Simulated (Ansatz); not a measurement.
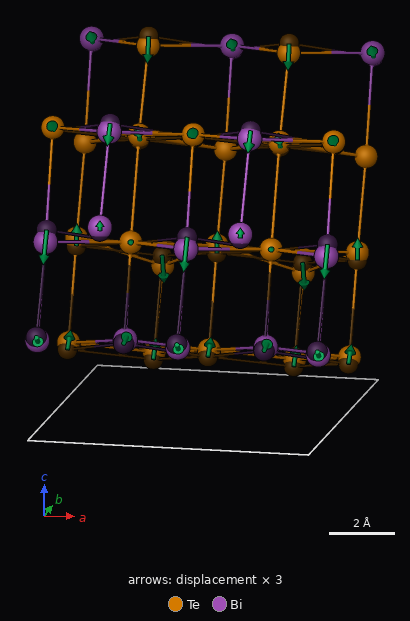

A relaxation of a slab of composition Bi₂Te₃ (cut from the R-3m phase). The starting structure is drawn faded, the final one solid; green arrows show the displacements, 3 times their true length.

A ball-and-stick model of the 2 × 1 repeat of the cell, outlined in the plane, without the vacuum, seen slightly off an axis.

The slab is the (0 1 2) face of Bi2Te3.

The calculation used DFT PBE, scalar-relativistic, plane waves, PAW in Ansatz. (plane-wave cutoff 420 eV; k-point mesh 8 × 4 × 1; occupations gaussian; smearing width 0.1 eV; no spin polarisation; dipole correction; atoms relaxed in a fixed cell; force threshold 0.02 eV/Å; at most 60 steps)

**What did the optimiser do to the structure, and how much energy did it gain?**

The largest move relative to the layer's centre is that of a Bi atom, 0.38 Å at 27° to the normal (−c side). By element the largest moves are Bi 0.38 Å, Te 0.34 Å. The cell doesn't change. Among the contacts that change: Te–Te 3.272 → 2.780 Å, Bi–Te 3.141 → 3.576 Å, Te–Te 3.272 → 2.869 Å, Bi–Te 3.141 → 3.530 Å. Bond angles that change, for instance: Te–Te–Bi 91.6° → 101.7°, Te–Te–Bi 176.8° → 169.3°, Te–Te–Te 180.0° → 173.6°. The energy falls by 0.979 eV per cell of the calculation in 6 accepted moves (7 points after the start). Largest force component: 0.9 eV/Å at the start, 0.017 eV/Å at the end. 1 step only repeated the SCF at the same geometry.
